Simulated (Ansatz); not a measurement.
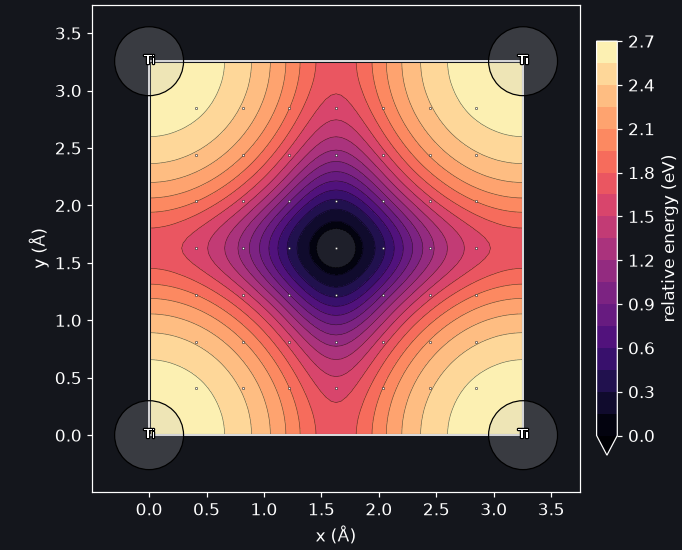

S on a Ti(100) slab cut from the Im-3m phase, its upper half relaxed before the scan (16 atoms of substrate and one adsorbate in a 2 × 2 cell). S is moved over the surface cell; relaxed at each place: the height of the adsorbate's atoms; substrate rigid; the origin of the map has the adsorbate above Ti13. Places are given modulo a cell vector. The map is drawn in real space over the plane of the surface. Grid: 8 × 8 points; 15 points were computed and 49 follow by symmetry. Places are given in fractions of the 1 × 1 surface cell. Energies: eV, counted from the lowest grid point. Theory: DFT PBE, scalar-relativistic, plane waves, PAW (Ansatz). Settings: cutoff 420 eV, k-mesh 4×4×1, gaussian smearing 0.1 eV, no spin polarisation.

Drawn: filled contours, dots at the grid points, labelled circles for the atoms of the top layer and small ones for the second layer, the outline of one cell of the plane. Between grid points the surface is interpolated.

The lowest grid point is at a fourfold hollow over a second-layer Ti atom, (4/8, 4/8) of the cell vectors. It is the only kind of minimum in the scanned range. The highest grid point, the top site over a surface Ti atom, (0/8, 0/8) of the cell vectors, lies 2.69 eV above the lowest. On the interpolated surface the easiest way out of the lowest well to its copy in the next cell or period passes a barrier of about 1.7 eV. At the lowest point the adsorbate has 5 Ti at 2.52 Å as nearest neighbours, at the highest 1 Ti at 2.17 Å. Its relaxed height above the top atom is 1.02 Å at the lowest and 2.17 Å at the highest point.

S is replaced by C; the new grid has 6 × 6 points.

> What will the new map look like?

The lowest place stays at a fourfold hollow over a second-layer Ti atom, (3/6, 3/6) of the cell vectors. The span from the lowest to the highest grid point grows from 2.69 to 4.76 eV. The easiest pass out of the lowest well goes from about 1.7 to about 1.9 eV on the interpolated surfaces. In the new map: at the lowest point the adsorbate has 1 Ti at 1.96 Å as nearest neighbours, at the highest 1 Ti at 1.82 Å. Its relaxed height above the top atom is 0.45 Å at the lowest and 1.82 Å at the highest point.

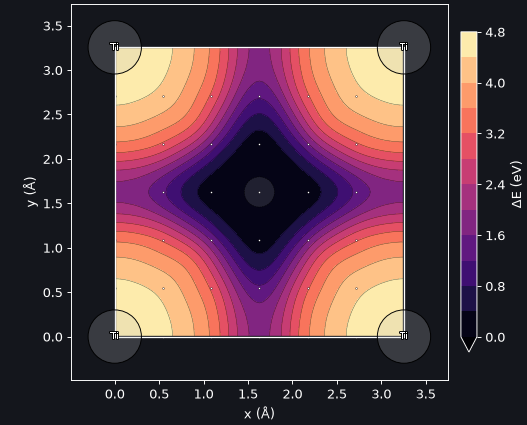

The map after the change, on a colour scale of its own. In the figure: filled contours, dots at the grid points, labelled circles for the atoms of the top layer and small ones for the second layer, the outline of one cell of the plane. Between grid points the surface is interpolated.

PAW datasets: the set soft_1.
